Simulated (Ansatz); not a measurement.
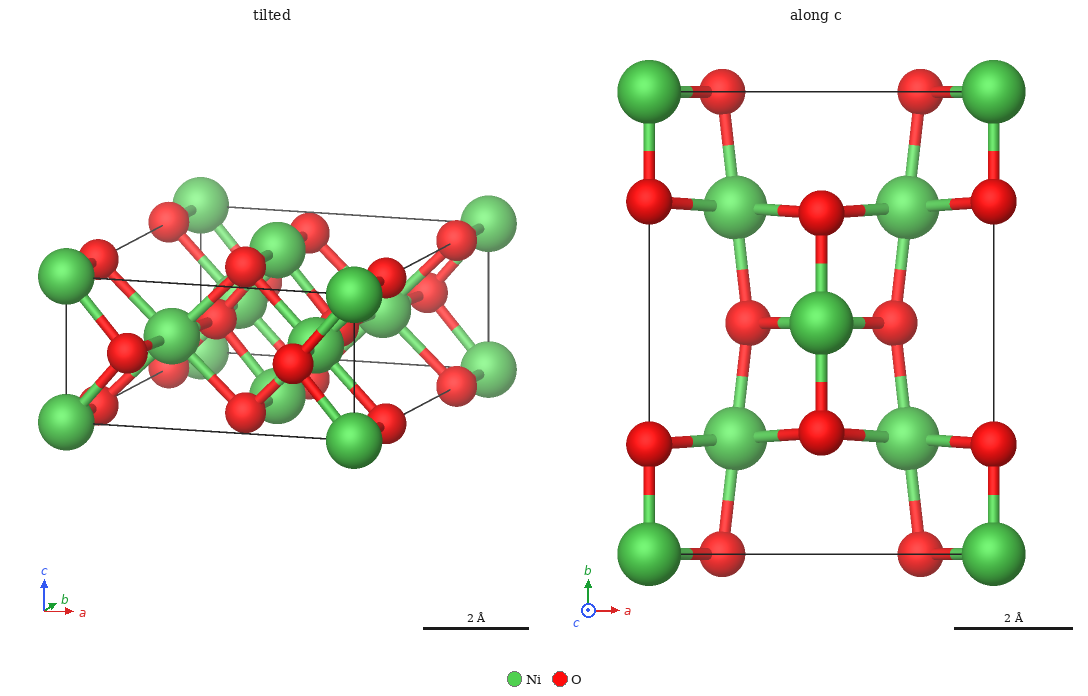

This ball-and-stick model is shown slightly off an axis and along the c axis. The conventional unit cell is drawn as a box. Cell: a = 5.85 Å, b = 7.85 Å, c = 2.85 Å, α = 90.00°, β = 90.00°, γ = 90.00°.

The structure was taken from a structure listed in the Materials Project. Earlier steps of the study may have refined or changed the cell and positions. It went into a calculation with Ansatz.

Q: What is this?

A: Its composition is Ni₃O₄. Space group: Cmmm (No. 65). Lattice: base-centred orthorhombic. With Z = 2, the cell contains 6 Ni, 8 O. The coordination shell of Ni holds six O in a distorted octahedral arrangement at about 1.9 to 2.0 Å. O takes two kinds of site: 4h with four Ni at about 1.9 to 2.0 Å; 4i with five Ni in a distorted square pyramidal arrangement at about 1.9 to 2.0 Å. The bonds build a three-dimensional framework.

Computed with DFT PBEsol, scalar-relativistic, plane waves, PAW in Ansatz. Settings: a 420 eV plane-wave basis, k-points about 0.18 Å⁻¹ apart, Gaussian smearing of 0.1 eV, no spin polarisation (a spin-restricted run, not always the ground state).

Q: Is the electronic structure metallic or gapped?

A: A metal: bands cross the Fermi level.

Q: What does a Bader analysis give?

A: Ni +1.13 to +1.33 e; O -0.93 to -0.87 e.

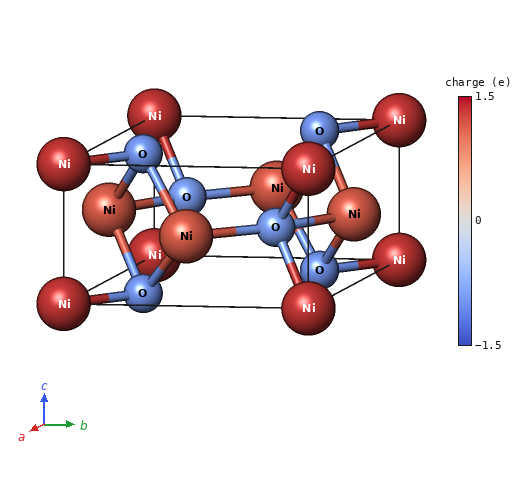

The atoms coloured by those charges. The run's cell of 7 atoms is drawn, so axes and origin can differ from the first picture.

Q: Do the forces and the stress vanish for this geometry?

A: Yes. All forces vanish to within 0.01 eV/Å. The pressure is 0.0 GPa, close to zero.
